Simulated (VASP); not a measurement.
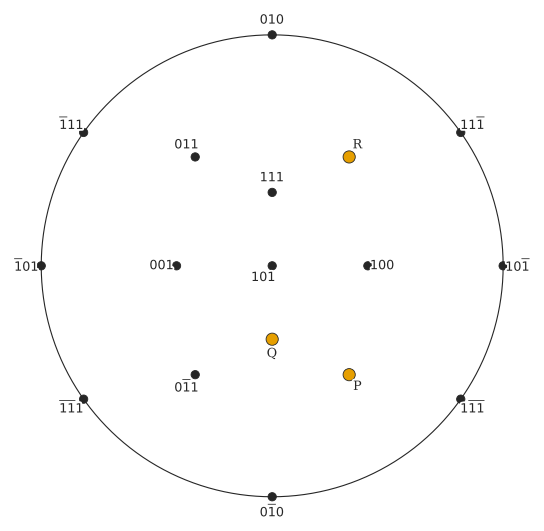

Crystal: CdTe, an entry of the Crystallography Open Database, as set up for an electronic-structure calculation. Stereographic projection of plane normals (upper hemisphere) centred on (1 0 1). The drawing is computed from the coordinates (standard cell, symmetry found to 0.002 Å).

a = 6.410 Å, b = 6.410 Å, c = 6.410 Å, α = 90.00°, β = 90.00°, γ = 90.00°.

> Index the poles marked P, Q, R.

P is (1 −1 0), 60.0° from the centre; Q is (1 −1 1), 35.3° from the centre; R is (1 1 0), 60.0° from the centre.

> What is the angle between the normals of (−1 0 1) and (0 0 1), and what are their d_hkl = 1/|g|?

45.0°; d = 4.533 Å and 6.410 Å.
